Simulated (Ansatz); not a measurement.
The calculation's input:

```
crystal:
  lattice:
    - [4.4308490772, 0.0, 0.0]
    - [0.0, 4.4308490772, 0.0]
    - [0.0, 0.0, 4.4308490772]
  atoms:
    - { symbol: Co, position: [0.1450189122, 0.1450189122, 0.1450189122] }
    - { symbol: Co, position: [0.3549810878, 0.8549810878, 0.6450189122] }
    - { symbol: Co, position: [0.6450189122, 0.3549810878, 0.8549810878] }
    - { symbol: Co, position: [0.8549810878, 0.6450189122, 0.3549810878] }
    - { symbol: Si, position: [0.8431597104, 0.8431597104, 0.8431597104] }
    - { symbol: Si, position: [0.6568402896, 0.1568402896, 0.3431597104] }
    - { symbol: Si, position: [0.3431597104, 0.6568402896, 0.1568402896] }
    - { symbol: Si, position: [0.1568402896, 0.3431597104, 0.6568402896] }
basis:
  ecutwfc: 420
kpoints:
  mp_grid: { grid: [8, 8, 8] }
hamiltonian:
  xc: pbesol
scf:
  occupations: { method: gaussian, width: 0.1 }
output:
  forces: true
  stress: true
  eigenvalues: true
  write_density: true
  write_potential: true
  elf: true
  volumetric_format: npy
relax:
  adjacent_minimum: "off"
  f_tol: 0.005
  max_steps: 50
  cell: { stress_tol: 0.05 }
```

Run with:

```sh
ansatz run input.yaml --threads 2 --pin off --max-ram 5120MiB --backend cpu --events-out ev --progress --plain --runs-dir out
```

Below, planes, directions and counts refer to the conventional cell (a = 4.39 Å, b = 4.39 Å, c = 4.39 Å, α = 90.00°, β = 90.00°, γ = 90.00°).

The fields are those of the relaxed geometry.

Space group P2₁3; computed without spin polarisation.

Level of theory: Ansatz, DFT PBEsol, scalar-relativistic, plane waves, PAW.

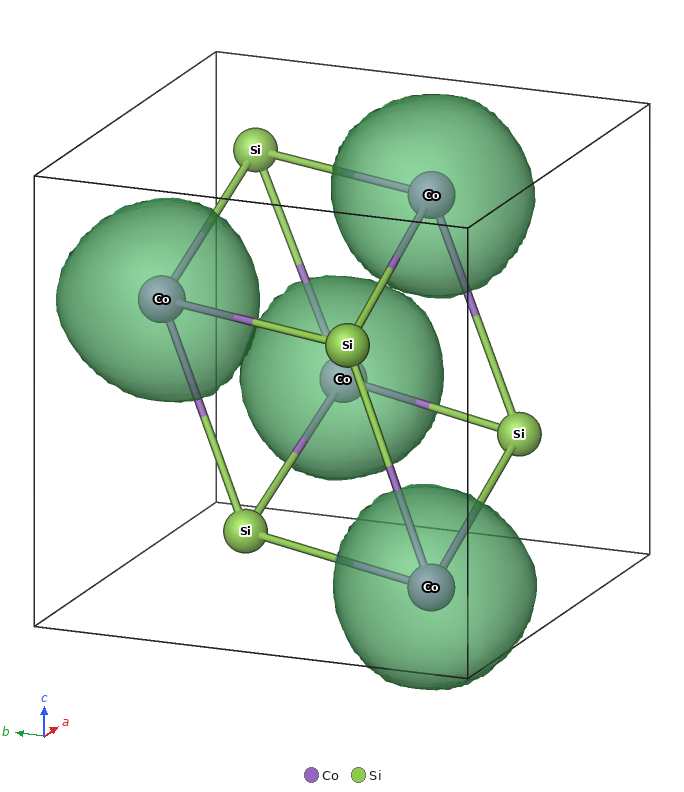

CoSi. Isosurface of the valence charge density (pseudo) at 0.6 e/Å³ (green), seen at an oblique angle. Sticks mark near contacts.

Core electrons are frozen (PAW), and the valence fields are smoothed inside the atomic spheres.

Q: What does this surface tell about the bonding?

A: At this value the density breaks into separate islands; it holds about 70 % of the electrons treated as valence (semicore included). It bridges none of the near contacts. It is pinched off along the shortest Co–Si (2.30 Å) and Co–Si (2.40 Å) contacts. On the grid the lowest density along these lines, outside the cores, is 0.45 e/Å³ (Co–Si, 2.30 Å) and 0.43 e/Å³ (Co–Si, 2.40 Å).
